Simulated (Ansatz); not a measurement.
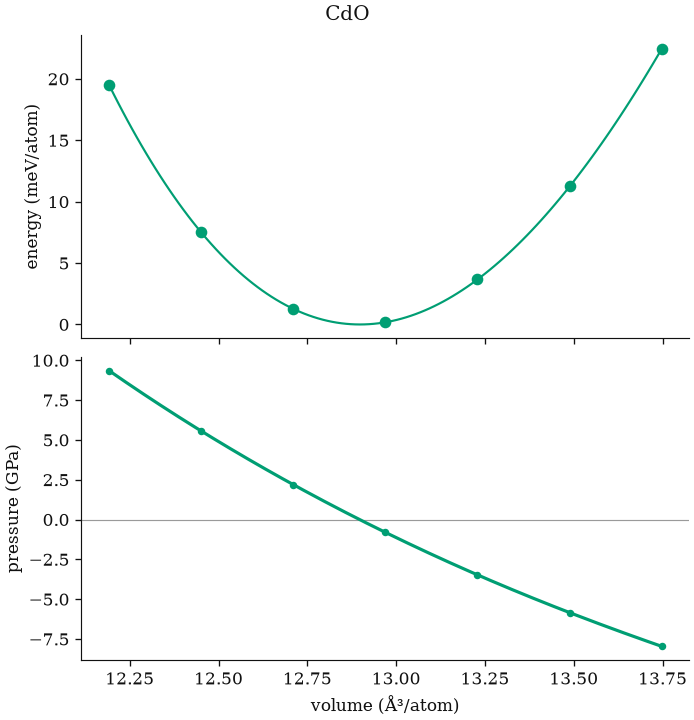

Computed with Ansatz 0.2.0: plane-wave DFT, no spin polarisation; energies at scaled volumes of the given cell, shape and fractions fixed, counted from the fit's minimum, third-order Birch-Murnaghan fit. Level: PBEsol.

| setting | value |
| --- | --- |
| k mesh | 10×10×10 |
| occupations | Fermi–Dirac |
| smearing width | 0.05 eV |
| potentials | Ansatz PAW |
| wave cutoff | 420 eV |
| density cutoff | 1680 eV |

Cell as given: a = 3.323 Å, b = 3.323 Å, c = 3.323 Å, α = 60.00°, β = 60.00°, γ = 60.00°; 2 atoms.

**Figure.** Energy and pressure against volume for CdO, space group Fm-3m (No. 225).

A third-order Birch–Murnaghan fit gives V0 = 12.90 Å³/atom, B0 = 145 GPa and B′ = 4.7. The energy is 19.52 meV/atom at volume 12.19 Å³/atom and 22.47 meV/atom at 13.75 Å³/atom; the lowest computed point is at volume 12.97 Å³/atom (0.17 meV/atom). The pressure falls from 9.36 GPa at volume 12.19 Å³/atom to −7.96 GPa at 13.75 Å³/atom, and changes sign near 12.90 Å³/atom.
